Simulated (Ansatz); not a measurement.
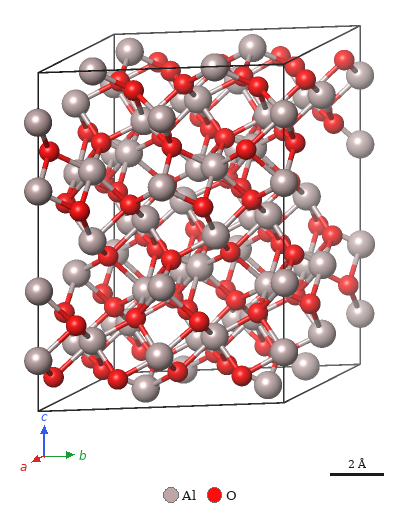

This is the input geometry for a relaxation of a defect cell of composition Al₄₈O₇₁ (cell charge +1). The picture is a ball-and-stick view of the cell of the calculation, seen slightly off an axis.

These are results of DFT, PBEsol, PAW, plane waves (Ansatz 0.2.0), not measurements.

Set-up: plane-wave cutoff 420 eV; k-point mesh 1 × 1 × 1; mesh shifted by (0.25, 0.25, 0.25); collinear spin; atoms relaxed in a fixed cell; force threshold 0.03 eV/Å; at most 80 steps.

```xyz
119
Lattice="9.5479 0.0000 0.0000 -4.7739 8.2687 0.0000 0.0000 0.0000 13.0136" Properties=species:S:1:pos:R:3 pbc="T T T"
Al    2.3943    1.3734    2.3842
Al    0.0065    5.5473    2.4485
Al    7.1405    1.4051    2.4063
Al    4.7754    5.5126    2.4013
Al    0.0176    2.7644    0.2675
Al   -2.3457    6.8726    0.2304
Al    4.7774    2.7701    0.2776
Al    2.3889    6.8783    0.2432
Al    0.0426    2.7621    4.0947
Al   -2.4130    6.9137    4.1000
Al    4.7725    2.7745    4.0399
Al    2.3604    6.8835    4.0837
Al   -0.0122    2.7491    6.7552
Al   -2.4029    6.8979    6.7489
Al    4.7159    2.7495    6.7722
Al    2.3791    6.8927    6.7605
Al    0.0072    0.0370    4.6102
Al   -2.3938    4.1573    4.5970
Al    4.7724    0.0140    4.5578
Al    2.3684    4.1483    4.6362
Al    9.5272    0.0011    1.9382
Al    7.1715    4.0768    1.9422
Al    4.7931    0.0024    1.9147
Al    2.4093    4.1487    1.9242
Al    0.0114    0.0089    8.4539
Al    7.1215    4.1542    8.4396
Al    4.7784    0.0488    8.4027
Al    2.3905    4.1272    8.4568
Al    0.0129    0.0022   11.0982
Al    7.1378    4.1554   11.0708
Al    4.8206    0.0016   11.0977
Al    2.4075    4.0960   11.0877
Al    2.4145    1.3505    8.8859
Al   -0.0053    5.5236    8.9313
Al    7.1626    1.3960    8.9232
Al    4.7910    5.5160    8.9314
Al    2.3623    1.3862    6.2474
Al    0.0229    5.5019    6.2732
Al    7.2037    1.4171    6.2457
Al    4.7557    5.5500    6.2909
Al    2.3465    1.3616   12.7719
Al    0.0173    5.5071   12.7563
Al    7.1645    1.4208   12.7695
Al    4.7654    5.5097   12.7532
Al   -0.0205    2.7624   10.6371
Al   -2.3934    6.8893   10.6043
Al    4.8107    2.7262   10.5601
Al    2.3739    6.8666   10.6016
O     1.4861    0.0074    3.2699
O    -0.9002    4.1455    3.2495
O     1.4635    8.2678    3.2898
O     3.8349    4.1374    3.2262
O     3.1374    0.0915    1.0609
O     0.7297    4.2590    1.0924
O     7.9173    0.0980    1.0641
O     5.4855    4.2708    1.1000
O     8.7921    1.2761    3.2435
O    -3.1042    5.4274    3.2266
O     4.0321    1.2835    3.2177
O     1.6515    5.3645    3.3075
O     1.6706    2.8804    3.2745
O    -0.7225    6.9846    3.2216
O     6.4417    2.8997    3.2503
O     4.0676    7.0092    3.2787
O     0.9426    1.3882    1.0735
O    -1.4689    5.5224    1.0775
O     5.7123    1.3699    1.0776
O     3.2982    5.5335    1.0949
O     1.6376    0.1258    7.5508
O    -0.7499    4.2880    7.5690
O     6.4240    0.1047    7.5282
O     0.7522    1.4573    5.4336
O    -1.6503    5.5958    5.4371
O     5.4974    1.5045    5.4098
O     3.1330    5.6182    5.4030
O    -1.4681    2.7642    5.4293
O    -3.8547    6.8995    5.4158
O     3.3102    2.7499    5.4106
O     0.9179    6.9165    5.4476
O    -0.7137    1.5082   11.9063
O    -3.0774    5.6396   11.9668
O     4.0493    1.4979   11.9101
O     1.6340    5.6482   11.9314
O    -1.6149    2.8921    9.7334
O    -4.0305    7.0008    9.7833
O     3.1240    2.8858    9.6970
O     0.7103    6.9830    9.7526
O     3.0938    2.6563    1.0713
O     0.7571    6.7862    1.1351
O     7.8898    2.6473    1.1044
O     5.4803    6.8195    1.0676
O     3.8588    1.3658    7.6168
O     1.4560    5.5086    7.6017
O     8.6176    1.3570    7.6103
O     6.2505    5.5172    7.6137
O     1.6441    2.6175    7.6313
O    -0.7247    6.7675    7.5637
O     6.4368    2.6810    7.5874
O     4.0271    6.7521    7.6064
O     0.7465    3.9684    5.4005
O    -1.6655    8.1515    5.4147
O     5.5153    4.0216    5.4013
O     3.1065    8.1413    5.4257
O     1.4882    2.7129   11.9658
O    -0.9200    6.8983   11.9664
O     6.2254    2.7460   11.9537
O     3.8513    6.9476   11.9381
O     3.3128    0.0052    9.7635
O     0.9713    4.1269    9.7371
O     3.3295    8.2582    9.7599
O     5.7352    4.1130    9.7689
O     0.7263    1.2839    9.7256
O    -1.6334    5.3740    9.7557
O     5.4894    1.2275    9.7524
O     3.1156    5.3922    9.7653
O    -0.7424    4.0048   11.9511
O    -3.1501    8.1529   11.9369
O     4.0230    4.0482   11.9187
O     1.6630    8.1454   11.9331
```

Question: Predict the outcome.

Answer: Al15 moves most: 0.15 Å roughly along [1 −1 −1]. Largest moves by element: Al 0.15 Å, O 0.08 Å. The cell stays as it was. Some distances before and after: Al30–O111 1.914 → 2.030 Å, Al15–O74 2.004 → 1.890 Å, Al27–O92 1.788 → 1.870 Å, Al32–O83 1.929 → 1.847 Å. Bond angles that change, for instance: Al15–O102–Al40 91.7° → 101.2°, O75–Al40–O95 167.1° → 158.1°, O78–Al15–O98 161.1° → 169.1°. The energy falls by 2.372 eV per cell of the calculation in 3 geometry steps. The largest force component goes from 2.4 to 0.011 eV/Å. The run took 5.7 s on 1 × NVIDIA GB200 with 8 threads of Arm Neoverse-V2, peak memory 2 GiB.

Step by step:

```csv
step,"E − E(0), meV/atom","largest force component, eV/Å"
0,0.00,2.4348
1,-14.08,1.1518
2,-19.86,0.1161
3,-19.93,0.0109
```

The end point in the same view:

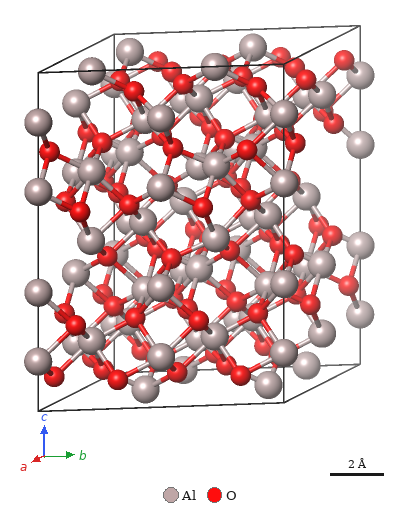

Limits of the set-up: the cell is charged, on a uniform background, and energies carry no finite-size correction.
